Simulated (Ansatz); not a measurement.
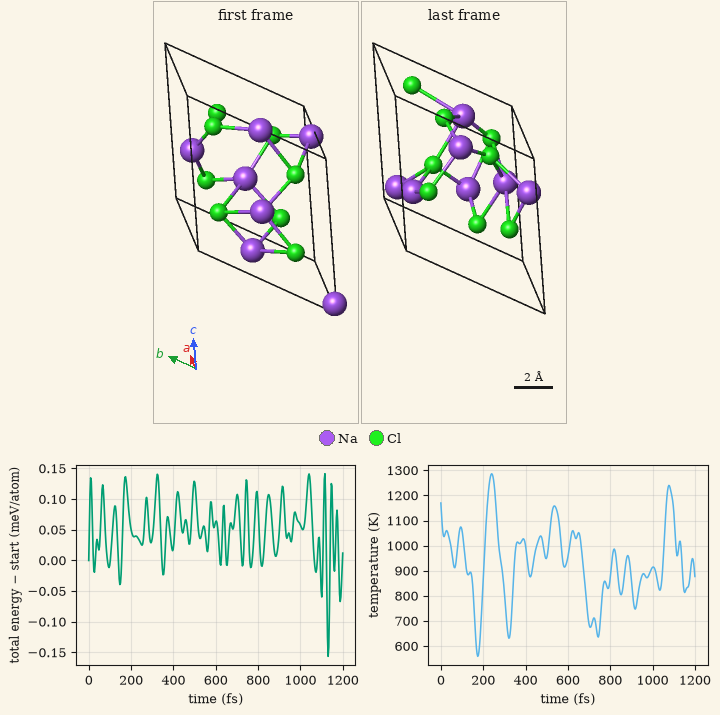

Molecular dynamics of NaCl with a Na vacancy (15 atoms in the cell), 1.20 ps long. It starts from the last geometry of an earlier run, with fresh velocities. A ball-and-stick model of the reduced simulation cell, seen from a free direction. Bonds to atoms that aren't drawn are left out. Lengths and directions refer to the drawn axes.

Theory: DFT PBE, scalar-relativistic, plane waves, PAW in Ansatz 0.2.0. Run with plane-wave cutoff 420 eV; k-point mesh 2 × 2 × 2; Fermi-Dirac smearing 0.05 eV; low-accuracy preset; constant energy (NVE); velocities drawn for 1170 K; time step 3 fs.

The input:
```yaml
accuracy: low
crystal:
  lattice:
    - [0.0, 5.903147, 5.903147]
    - [5.903147, 0.0, 5.903147]
    - [5.903147, 5.903147, 0.0]
  atoms:
    - { symbol: Na, position: [0.0023918, 0.0070428, 0.05357194] }
    - { symbol: Cl, position: [0.25669516, 0.23595286, 0.20436344] }
    - { symbol: Cl, position: [0.26748392, 0.19353401, 0.72123949] }
    - { symbol: Na, position: [0.01559628, 0.46606005, -0.01703879] }
    - { symbol: Cl, position: [0.30986465, 0.77981855, 0.22473833] }
    - { symbol: Na, position: [0.10422363, 0.48420522, 0.41974832] }
    - { symbol: Cl, position: [0.11913852, 0.80026747, 0.83618752] }
    - { symbol: Na, position: [0.57971463, 0.01365934, -0.06562125] }
    - { symbol: Cl, position: [0.73824839, 0.26070602, 0.2532791] }
    - { symbol: Na, position: [0.36054782, -0.0612869, 0.54317225] }
    - { symbol: Cl, position: [0.66817925, 0.28946618, 0.79952317] }
    - { symbol: Na, position: [0.48986945, 0.52308015, 0.02297829] }
    - { symbol: Cl, position: [0.76065441, 0.79390504, 0.27310924] }
    - { symbol: Na, position: [0.60345625, 0.52349035, 0.44743109] }
    - { symbol: Cl, position: [0.77869751, 0.67472165, 0.74966007] }
basis:
  ecutwfc: 420.0
kpoints:
  mp_grid: { grid: [2, 2, 2] }
hamiltonian:
  xc: pbe
scf:
  occupations: { method: fermi_dirac, width: 0.05 }
  lower_state_search: "off"
md:
  timestep: 3.0
  n_steps: 400
  ensemble: nve
  temperature: 1170.0
  initial_velocities: maxwell_boltzmann
  seed: 566773
```

Run as
```bash
ansatz run input.yaml --threads 2 --pin off --max-ram 5120MiB --backend cpu --events-out ev --progress --plain --runs-dir out
```

Q: How well is the energy conserved, and can the run be trusted?

A: The total energy stays between −0.16 and 0.14 meV per atom of its start. A straight-line fit has a slope that amounts to −0.018 meV per atom over 1.20 ps (under 0.1 % of the mean kinetic energy), its mean offset in the second half is under 0.1 %, and the ripple about the line is 0.3 % of the kinetic energy's fluctuation. With a drift under 2 % and a ripple under 7 %, the integration is accurate. The mean temperature in the second half is 900 K (standard deviation 129 K). The potential energy in the second half lies on average 32.6 meV per atom above the first frame.

Limits of the set-up: the cell has an odd number of electrons but was run without spin polarisation; the k-point mesh is coarse for a cell with partly filled bands; the program's low-accuracy preset was used; the periodic images lie only 8.3 Å apart, so the values are limited by the cell's size.

Cost: 27 min on 2 threads of Arm Neoverse V2 (shared host), peak memory 1 GiB.
